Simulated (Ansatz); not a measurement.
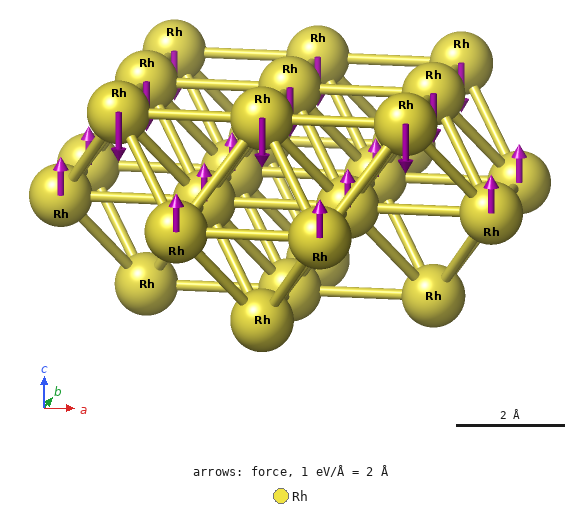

Starting geometry of a slab of composition Rh (cut from the Fm-3m phase) with the computed forces as purple arrows. A ball-and-stick model of the atoms within 5.0 Å of the atom that moves most (axes of the 1 × 3 repeat of the cell, outlined in the plane, without the vacuum), seen from a free direction.

Case: flat (0 0 1) slab. 12 atoms are held fixed.

The calculation used Ansatz 0.2.0, DFT PBE, scalar-relativistic, plane waves, PAW. Set-up: plane-wave cutoff 420 eV; k-point mesh 2 × 12 × 1; occupations gaussian; smearing width 0.1 eV; no spin polarisation; dipole correction; atoms relaxed in a fixed cell; force threshold 0.02 eV/Å; at most 45 steps.

> Is this structure relaxed? If not, where do the atoms go?

It isn't relaxed: the largest force vector, on Rh atoms, is 0.47 eV/Å. The final displacements follow the starting forces only in part (cosine between the two patterns 0.78). Over 2 accepted moves (3 points after the start) the energy falls by 0.101 eV per cell of the calculation. Largest force component: 0.47 eV/Å at the start, 0.0056 eV/Å at the end. 1 step only repeated the SCF at the same geometry. The largest moves, 0.071 Å, are those of Rh atoms. The cell stays as it was. Some distances before and after: Rh–Rh 2.708 → 2.659 Å. Cost: 11 min on 4 threads of Intel(R) Xeon(R) Processor @ 2.50GHz (Skylake/Cascade Lake), on a shared host, peak memory 4.8 GiB.
